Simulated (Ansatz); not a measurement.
Single-point calculation of TiC63 (part 2 of 2)

The same run, continued: TiC63 (defect cell, 64 atoms in the cell); DFT PBE, scalar-relativistic, plane waves, PAW, spin-polarised (Ansatz 0.2.0); cutoff 420 eV, 2×2×2 k-mesh, Gaussian smearing of 0.05 eV, collinear spins. The structure derives from an entry of the Crystallography Open Database.

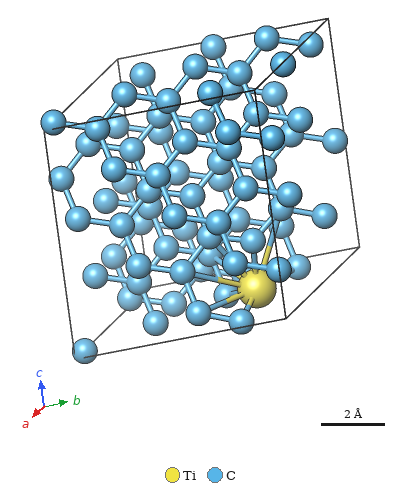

The structure as given in the input (ball-and-stick view of the cell of the calculation, seen slightly off an axis). An atom can appear more than once, as a periodic image.

## Log, continued
```
--- Forces (eV/Å), atoms counted from 1 ---
  atom   1  Ti     0.04907562    -0.01348866    -0.01012530
  atom   2  C      0.00421573     0.00471948     0.02916921
  atom   3  C     -0.00132423     0.00223063    -0.00559677
  atom   4  C     -0.00425120    -0.00488024     0.00210262
  atom   5  C     -0.01283699     0.00373121    -0.01550448
  atom   6  C      0.00243729    -0.00516143     0.01793866
  atom   7  C     -0.00054900     0.00228463     0.01255852
  atom   8  C      0.00393633     0.00086091     0.01281425
  atom   9  C      0.00949747     0.00530742     0.00050084
  atom  10  C      0.00633430    -0.00491652    -0.00342682
  atom  11  C      0.00102791    -0.01202460     0.00254243
  atom  12  C     -0.00683613     0.00391773    -0.00760712
  atom  13  C      0.00453056     0.00132360    -0.00281960
  atom  14  C      0.00156670    -0.00170464     0.00948201
  atom  15  C      0.00002308    -0.00346539    -0.00059658
  atom  16  C     -0.00754106     0.00311827     0.01520068
  atom  17  C      0.00623366     0.00048160     0.02497372
  atom  18  C      0.00068883     0.00268810     0.01010641
  atom  19  C      0.00082178    -0.00208679     0.00248711
  atom  20  C     -0.00568912    -0.00804905     0.04611961
  atom  21  C      0.00722841    -0.00481442     0.01769881
  atom  22  C      0.00329770     0.00031900     0.03659267
  atom  23  C     -0.00341149     0.00218133     0.01219623
  atom  24  C     -0.00402923    -0.00084140     0.00537703
  atom  25  C     -0.00156537    -0.00071107    -0.01009160
  atom  26  C      0.00334173     0.00240662     0.00858132
  atom  27  C      0.00094685    -0.00000542     0.01051585
  atom  28  C      0.00088682    -0.00206198     0.01672135
  atom  29  C      0.01436465     0.02067605     0.03269392
  atom  30  C      0.00261956    -0.00092505     0.00324431
  atom  31  C     -0.00198392    -0.00453379     0.00239538
  atom  32  C     -0.01388756    -0.01707876     0.01698531
  atom  33  C     -0.01547223     0.00222710    -0.02545062
  atom  34  C     -0.00494617     0.00316500     0.00458602
  atom  35  C     -0.00416938     0.01602828    -0.01407002
  atom  36  C     -0.02955775     0.01184005    -0.02755644
  atom  37  C     -0.00890408    -0.01076832    -0.01871991
  atom  38  C      0.00062939     0.00136934    -0.00872413
  atom  39  C      0.00405702     0.00884668    -0.01302230
  atom  40  C     -0.01770280     0.01165660    -0.04069666
  atom  41  C      0.01886212    -0.01495995    -0.02333969
  atom  42  C     -0.00223421     0.00708579    -0.01853857
  atom  43  C      0.00858698    -0.00162578    -0.00141035
  atom  44  C     -0.00663412    -0.00209145    -0.00850383
  atom  45  C     -0.00500694     0.00404823    -0.00716781
  atom  46  C     -0.00219718     0.00197678    -0.00375048
  atom  47  C      0.00408081    -0.00171967    -0.01275502
  atom  48  C     -0.00263801     0.00011646    -0.00356426
  atom  49  C     -0.00113576    -0.00461634     0.00860764
  atom  50  C      0.00346411     0.00402196    -0.00563854
  atom  51  C      0.00603013     0.00677058    -0.01518742
  atom  52  C     -0.00140693    -0.00666685    -0.01304355
  atom  53  C     -0.01220113    -0.00335855    -0.00811953
  atom  54  C     -0.00254127     0.00120291    -0.01131531
  atom  55  C     -0.00075171     0.00022094    -0.00510427
  atom  56  C     -0.00403952     0.00944214     0.00336470
  atom  57  C      0.01133699     0.01105954    -0.00257870
  atom  58  C      0.00137397    -0.00072113    -0.01705913
  atom  59  C      0.00028433    -0.00192069    -0.01146493
  atom  60  C     -0.00030189    -0.01749405     0.01451104
  atom  61  C     -0.00606569    -0.00462215    -0.00500485
  atom  62  C      0.00280966     0.00801259    -0.00278255
  atom  63  C      0.00425162    -0.00358276     0.00131643
  atom  64  C      0.00304063    -0.00448839    -0.00070806
  max |Σ_I F_I| component: 3.39e-4 eV/Å
--- Band table (eV; the first three rows and the last of 16) ---
  k-point 0 ↑: bands = ["-48.9843", "-25.5753", "-25.4650", "-25.1379", "-12.5051", "-11.7775", "-11.1622", "-11.0319", "-11.0167", "-10.9273", "-10.9159", "-10.8805", "-10.5043", "-10.4948", "-10.4513", "-10.3009", "-10.2866", "-9.3406", "-8.2177", "-8.1884", "-8.1563", "-8.1453", "-8.1140", "-8.1007", "-7.6426", "-7.6058", "-7.5670", "-7.3666", "-7.3569", "-7.1695", "-7.1478", "-7.1449", "-7.0599", "-6.5316", "-6.5203", "-6.1586", "-6.1524", "-6.1451", "-5.8448", "-5.3234",
      "-5.2736", "-4.1603", "-3.4395", "-3.4261", "-3.4179", "-3.4052", "-3.3516", "-3.3471", "-2.9400", "-2.9309", "-2.8468", "-2.5052", "-2.4869", "-1.9292", "-1.9197", "-1.8223", "-1.8214", "-1.8158", "-1.8096", "-1.5393", "-1.3801", "-1.3531", "-1.2770", "-1.2428", "-0.7381", "-0.6762", "-0.4718", "-0.3178", "-0.3160", "-0.3067", "-0.2597", "-0.2588", "-0.2335", "0.2259", "0.2556", "0.2943", "0.4987", "0.6797", "0.7044", "0.7127",
      "0.7173", "0.7279", "0.7696", "0.8211", "0.8550", "0.9549", "1.1687", "1.2211", "1.2734", "1.6690", "1.7120", "1.7881", "1.7987", "2.0705", "2.0725", "2.0774", "2.1059", "2.1244", "2.1397", "2.1531", "2.1545", "2.2029", "2.6001", "2.6162", "2.6635", "2.6772", "2.7001", "3.8270", "3.8428", "3.9106", "3.9902", "4.0383", "4.0605", "4.1426", "4.1454", "4.1706", "4.2273", "4.4913", "4.5007", "4.7093",
      "4.8223", "4.9390", "5.0656", "5.1843", "5.2208", "5.3099", "5.4001", "5.4009", "5.4412", "6.4150", "6.4597", "6.9607", "8.4211", "8.6789", "8.7616", "8.9988", "9.2240", "9.3955", "9.4641", "9.6373", "9.8372", "9.8799", "9.8969", "9.9757", "10.0225", "10.0813", "10.4949", "10.5352", "10.6220", "10.7317", "10.8808", "11.0529", "11.7191", "11.9116", "12.0835", "13.2339", "13.8518", "14.0579", "14.2149", "14.2346",
      "14.3624", "14.4126", "14.4590", "14.5035", "14.5171", "14.5550", "14.6149", "14.6370", "14.6665", "14.9070", "14.9201", "15.0236", "15.0985", "15.1742", "15.2297", "15.2532", "15.2824", "15.3132", "15.3534", "15.3884", "15.4097", "15.4544", "15.5040", "15.6094", "15.6181", "15.7271", "15.8847", "15.9796", "16.0227", "16.0806", "16.1966", "16.2708", "16.4278", "16.5114", "16.9684", "16.9827", "17.1861"]
  k-point 1 ↑: bands = ["-48.9843", "-25.5753", "-25.4650", "-25.1379", "-12.1991", "-12.0579", "-11.5296", "-11.3564", "-11.3397", "-11.3172", "-10.7706", "-10.4584", "-9.9513", "-9.9119", "-9.8908", "-9.8764", "-9.3571", "-9.2665", "-9.2389", "-9.1907", "-9.1503", "-8.9643", "-8.4622", "-8.0481", "-7.8728", "-7.8576", "-7.7572", "-7.7515", "-7.3000", "-7.2748", "-6.9318", "-6.3178", "-6.2089", "-6.1926", "-5.6476", "-5.3741", "-5.3162", "-5.1135", "-4.9411", "-4.9374",
      "-4.8699", "-4.8651", "-4.8025", "-4.5434", "-4.3555", "-4.0496", "-3.9739", "-3.5892", "-3.5841", "-3.3588", "-2.7014", "-2.6548", "-2.6324", "-2.1422", "-1.9371", "-1.8985", "-1.8821", "-1.8705", "-1.8650", "-1.8296", "-1.3578", "-1.1634", "-0.8280", "-0.7525", "-0.6674", "-0.3735", "-0.3655", "-0.2592", "-0.2538", "0.0358", "0.2429", "0.3917", "0.4574", "0.4606", "0.4733", "0.4778", "0.5081", "0.5496", "0.6083", "0.8289",
      "0.9258", "0.9465", "1.0038", "1.0498", "1.1038", "1.1251", "1.1430", "1.1557", "1.2476", "1.4362", "1.5257", "1.5801", "1.6231", "1.8432", "1.9166", "1.9787", "1.9937", "2.0218", "2.2153", "2.2927", "2.4703", "2.7065", "2.7917", "2.8874", "2.9406", "3.0126", "3.0540", "3.0792", "3.2422", "3.2831", "3.3940", "3.4712", "3.5775", "3.6286", "3.7949", "3.9339", "4.0246", "4.1852", "4.3584", "4.4205",
      "4.5872", "4.9250", "5.0216", "5.2152", "5.4220", "5.4756", "5.8448", "5.9652", "6.1959", "6.3412", "6.7925", "7.2606", "8.0673", "8.2200", "8.4614", "8.8503", "8.8986", "9.1398", "9.1835", "9.4601", "9.5087", "9.6477", "10.0947", "10.1047", "10.2839", "10.5041", "10.6588", "10.9353", "11.2151", "11.4219", "11.7802", "11.8743", "12.1329", "12.2882", "12.3493", "12.3859", "12.4439", "12.5741", "12.6679", "12.9921",
      "13.2400", "13.4650", "14.1621", "14.6930", "14.7729", "14.8772", "14.9592", "15.1287", "15.2027", "15.3664", "15.3874", "15.4600", "15.6027", "15.7028", "15.8115", "15.9776", "16.0361", "16.0580", "16.1018", "16.1744", "16.2491", "16.2926", "16.3749", "16.3905", "16.4252", "16.5404", "16.5880", "16.6464", "16.6531", "16.7272", "16.7592", "16.8158", "16.8271", "16.9270", "16.9695", "16.9762", "17.0712"]
  k-point 2 ↑: bands = ["-48.9843", "-25.5753", "-25.4650", "-25.1379", "-12.2082", "-12.0433", "-11.5298", "-11.3644", "-11.3534", "-11.3060", "-10.7764", "-10.4461", "-9.9435", "-9.9138", "-9.8869", "-9.8774", "-9.3413", "-9.2758", "-9.2305", "-9.1915", "-9.1561", "-8.9887", "-8.4449", "-8.0808", "-7.9052", "-7.8437", "-7.7622", "-7.7314", "-7.2846", "-7.2539", "-6.9561", "-6.2872", "-6.2112", "-6.1875", "-5.6611", "-5.3801", "-5.3077", "-5.1129", "-4.9504", "-4.9075",
      "-4.9011", "-4.8526", "-4.8107", "-4.5483", "-4.2662", "-4.0949", "-4.0292", "-3.5900", "-3.5800", "-3.3716", "-2.7244", "-2.6608", "-2.6284", "-2.1356", "-1.9037", "-1.8866", "-1.8786", "-1.8738", "-1.8615", "-1.8262", "-1.3454", "-1.1687", "-0.8617", "-0.7495", "-0.6152", "-0.3884", "-0.3528", "-0.2664", "-0.2344", "-0.0235", "0.2893", "0.3715", "0.4457", "0.4591", "0.4670", "0.4740", "0.4811", "0.4924", "0.6177", "0.8160",
      "0.9272", "0.9471", "0.9825", "1.0368", "1.0791", "1.1285", "1.1576", "1.2422", "1.3210", "1.4101", "1.5574", "1.5805", "1.6712", "1.7911", "1.8931", "1.9877", "2.0132", "2.0222", "2.2463", "2.3269", "2.4432", "2.7043", "2.8032", "2.8419", "3.0018", "3.0245", "3.0735", "3.1169", "3.1670", "3.2386", "3.3853", "3.4717", "3.5649", "3.5885", "3.7953", "3.9548", "4.0112", "4.1701", "4.3307", "4.4309",
      "4.5956", "4.9182", "5.0574", "5.1855", "5.3441", "5.4564", "5.9351", "6.0140", "6.1975", "6.4663", "6.6899", "7.0921", "8.0585", "8.2286", "8.4717", "8.7659", "9.1001", "9.1954", "9.2654", "9.4800", "9.5500", "9.7629", "9.9887", "10.0918", "10.1578", "10.2590", "10.9388", "11.0623", "11.1470", "11.3751", "11.6554", "11.8725", "12.1213", "12.2187", "12.3237", "12.4135", "12.4801", "12.5338", "12.7199", "13.0258",
      "13.3077", "13.4220", "14.3356", "14.6232", "14.7359", "14.8802", "14.9992", "15.0850", "15.1931", "15.3784", "15.3952", "15.4518", "15.5932", "15.7067", "15.8507", "15.9531", "16.0067", "16.0473", "16.0773", "16.2080", "16.2696", "16.3052", "16.3565", "16.3685", "16.4218", "16.5424", "16.5744", "16.5938", "16.6141", "16.7136", "16.7434", "16.7836", "16.8599", "16.9163", "16.9745", "17.0389", "17.0630"]
  k-point 7 ↓: bands = ["-48.9843", "-25.5753", "-25.4650", "-25.1379", "-12.4743", "-11.8191", "-11.1643", "-11.0371", "-11.0286", "-10.9421", "-10.9235", "-10.8925", "-10.4913", "-10.4792", "-10.4366", "-10.2877", "-10.2778", "-9.3348", "-8.2182", "-8.1836", "-8.1458", "-8.1433", "-8.1049", "-8.0956", "-7.6540", "-7.6116", "-7.5811", "-7.3718", "-7.3595", "-7.1727", "-7.1545", "-7.1459", "-7.0574", "-6.5325", "-6.5321", "-6.1607", "-6.1480", "-6.1324", "-5.8384", "-5.3188",
      "-5.2735", "-4.1578", "-3.4379", "-3.4267", "-3.4164", "-3.4033", "-3.3505", "-3.3465", "-2.9412", "-2.9313", "-2.8480", "-2.5029", "-2.4891", "-1.9288", "-1.9212", "-1.8226", "-1.8195", "-1.8161", "-1.8115", "-1.5440", "-1.3811", "-1.3417", "-1.2776", "-0.7382", "-0.6836", "-0.6790", "-0.4603", "-0.3192", "-0.3173", "-0.3094", "-0.2607", "-0.2558", "-0.2305", "-0.0160", "0.2402", "0.2587", "0.2929", "0.5078", "0.5325", "0.6868",
      "0.7077", "0.7110", "0.7175", "0.7284", "0.7463", "0.7843", "0.8530", "0.9904", "1.2838", "1.7081", "1.7664", "2.0694", "2.0726", "2.0778", "2.0948", "2.1214", "2.1276", "2.1526", "2.1629", "2.1964", "2.3068", "2.4575", "2.6087", "2.6460", "2.6684", "2.7186", "2.8046", "3.8584", "3.9023", "4.0386", "4.0711", "4.0906", "4.1319", "4.1456", "4.1521", "4.2944", "4.3293", "4.4865", "4.5734", "4.6502",
      "4.7634", "4.8178", "4.8604", "5.0504", "5.1449", "5.2196", "5.2425", "5.2899", "5.4205", "6.3763", "6.4527", "6.9535", "8.4696", "8.7418", "8.8219", "9.0294", "9.1788", "9.4268", "9.6386", "9.7490", "9.8817", "9.9054", "9.9644", "10.0013", "10.0673", "10.0813", "10.4738", "10.5258", "10.5415", "10.7625", "10.7984", "11.0559", "11.8725", "11.9623", "12.9775", "13.5390", "13.6816", "13.8699", "13.9440", "14.0560",
      "14.2012", "14.2472", "14.2874", "14.3674", "14.4549", "14.5251", "14.5687", "14.5994", "14.6239", "14.6404", "14.6654", "14.8517", "15.0010", "15.0543", "15.1018", "15.2304", "15.2602", "15.2973", "15.3041", "15.3331", "15.3458", "15.3602", "15.3815", "15.4735", "15.4929", "15.5600", "15.6130", "15.6196", "15.9665", "15.9839", "16.1078", "16.1646", "16.2133", "17.0088", "17.0997", "17.2706", "17.3137"]
--- Löwdin populations: 64 sites ---
  site symbol       q [e]    m [muB]
     0     Ti     10.9978    -0.0000
     1      C      3.9702    -0.0000
     2      C      3.9670    -0.0000
     3      C      3.9701    -0.0000
     4      C      4.0369    -0.0000
     5      C      3.9707    -0.0000
     6      C      3.9589    -0.0000
     7      C      3.9705    -0.0000
     8      C      3.9678    -0.0000
     9      C      3.9618    -0.0000
    10      C      3.9661    -0.0000
    11      C      3.9747    -0.0000
    12      C      3.9555    -0.0000
    13      C      3.9565    -0.0000
    14      C      3.9604    -0.0000
    15      C      3.9569    -0.0000
    16      C      3.9883    -0.0000
    17      C      3.9573    -0.0000
    18      C      3.9623    -0.0000
    19      C      3.9898    -0.0000
    20      C      3.9911    -0.0000
    21      C      3.9902    -0.0000
    22      C      3.9740    -0.0000
    23      C      3.9752    -0.0000
    24      C      3.9630    -0.0000
    25      C      3.9641    -0.0000
    26      C      3.9573    -0.0000
    27      C      3.9574    -0.0000
    28      C      3.9685    -0.0000
    29      C      3.9636    -0.0000
    30      C      3.9634    -0.0000
    31      C      3.9682    -0.0000
    32      C      3.9995     0.0000
    33      C      3.9886     0.0000
    34      C      3.9991     0.0000
    35      C      4.2038     0.0000
    36      C      3.9638     0.0000
    37      C      3.9504     0.0000
    38      C      3.9649     0.0000
    39      C      4.0283     0.0000
    40      C      4.0284     0.0000
    41      C      3.9739     0.0000
    42      C      3.9836     0.0000
    43      C      3.9762     0.0000
    44      C      3.9480     0.0000
    45      C      3.9548     0.0000
    46      C      3.9551     0.0000
    47      C      3.9525     0.0000
    48      C      3.9450     0.0000
    49      C      3.9500     0.0000
    50      C      3.9532     0.0000
    51      C      3.9512     0.0000
    52      C      4.1785     0.0000
    53      C      3.9731     0.0000
    54      C      3.9743     0.0000
    55      C      4.1789     0.0000
    56      C      3.9735     0.0000
    57      C      3.9563     0.0000
    58      C      3.9559     0.0000
    59      C      3.9720     0.0000
    60      C      3.9921     0.0000
    61      C      3.9914     0.0000
    62      C      3.9755     0.0000
    63      C      3.9763     0.0000
  spilling = 0.008166 (of n_electrons = 264.000000)
--- Bader charges: 64 sites ---
  site symbol  charge [e]  shift [e]    m [muB]
     0     Ti      1.6057     0.0039     0.0000
     1      C     -0.0161     0.0032     0.0000
     2      C     -0.0094     0.0008     0.0000
     3      C     -0.0156     0.0032     0.0000
     4      C     -0.1218     0.0014     0.0000
     5      C     -0.0009     0.0004     0.0000
     6      C      0.0106     0.0005     0.0000
     7      C      0.0004     0.0005     0.0000
     8      C     -0.0125     0.0013     0.0000
     9      C     -0.0092     0.0017     0.0000
    10      C     -0.0108     0.0012     0.0000
    11      C     -0.0123     0.0005     0.0000
    12      C      0.0179     0.0011     0.0000
    13      C      0.0171     0.0012     0.0000
    14      C      0.0135     0.0010     0.0000
    15      C      0.0145     0.0006     0.0000
    16      C     -0.0332     0.0004     0.0000
    17      C      0.0191     0.0014     0.0000
    18      C      0.0148     0.0013     0.0000
    19      C     -0.0352     0.0004     0.0000
    20      C     -0.0741     0.0050     0.0000
    21      C     -0.0724     0.0048     0.0000
    22      C     -0.0127     0.0008     0.0000
    23      C     -0.0144     0.0009     0.0000
    24      C      0.0132     0.0013     0.0000
    25      C      0.0121     0.0012     0.0000
    26      C      0.0109     0.0004     0.0000
    27      C      0.0111     0.0004     0.0000
    28      C     -0.0208     0.0027     0.0000
    29      C     -0.0119     0.0017     0.0000
    30      C     -0.0119     0.0018     0.0000
    31      C     -0.0198     0.0027     0.0000
    32      C     -0.0199     0.0014     0.0000
    33      C     -0.0093     0.0014     0.0000
    34      C     -0.0187     0.0015     0.0000
    35      C     -0.3012     0.0090     0.0000
    36      C     -0.0031     0.0006     0.0000
    37      C      0.0089     0.0005     0.0000
    38      C     -0.0047     0.0007     0.0000
    39      C     -0.1338     0.0029     0.0000
    40      C     -0.0607     0.0006     0.0000
    41      C     -0.0073     0.0001     0.0000
    42      C     -0.0088     0.0009     0.0000
    43      C     -0.0091     0.0001     0.0000
    44      C      0.0087     0.0008     0.0000
    45      C      0.0094     0.0000     0.0000
    46      C      0.0097     0.0002     0.0000
    47      C      0.0104     0.0001     0.0000
    48      C      0.0152     0.0004     0.0000
    49      C      0.0099     0.0005     0.0000
    50      C      0.0129     0.0001     0.0000
    51      C      0.0143     0.0000     0.0000
    52      C     -0.3338     0.0060     0.0000
    53      C     -0.0103     0.0004     0.0000
    54      C     -0.0114     0.0005     0.0000
    55      C     -0.3337     0.0060     0.0000
    56      C     -0.0274     0.0017     0.0000
    57      C      0.0094     0.0002     0.0000
    58      C      0.0088     0.0001     0.0000
    59      C     -0.0260     0.0017     0.0000
    60      C     -0.0083     0.0019     0.0000
    61      C     -0.0079     0.0019     0.0000
    62      C     -0.0136     0.0005     0.0000
    63      C     -0.0147     0.0005     0.0000
  estimated error of the sums over rays = 7.0e-4 e
```

## Results in brief

| quantity | value |
| --- | --- |
| outcome | converged |
| electrons treated | 264 |
| free energy | −18303.2649 eV |
| Fermi energy | 7.661 eV |
| gap on the k-point mesh | 0.48 eV |
| net moment of the cell | 0.00 μB |
| integrated absolute moment | 0.00 μB |
| largest force (length of the vector) | 0.052 eV/Å |
| hardware | 4 threads of Arm Neoverse V1, 24 GiB of memory available, shared host |
| wall time | 5.8 min (CPU time 23 min) |
| peak memory | 3.2 GiB |

## Notes

The program warns: some starting moments were not kept.
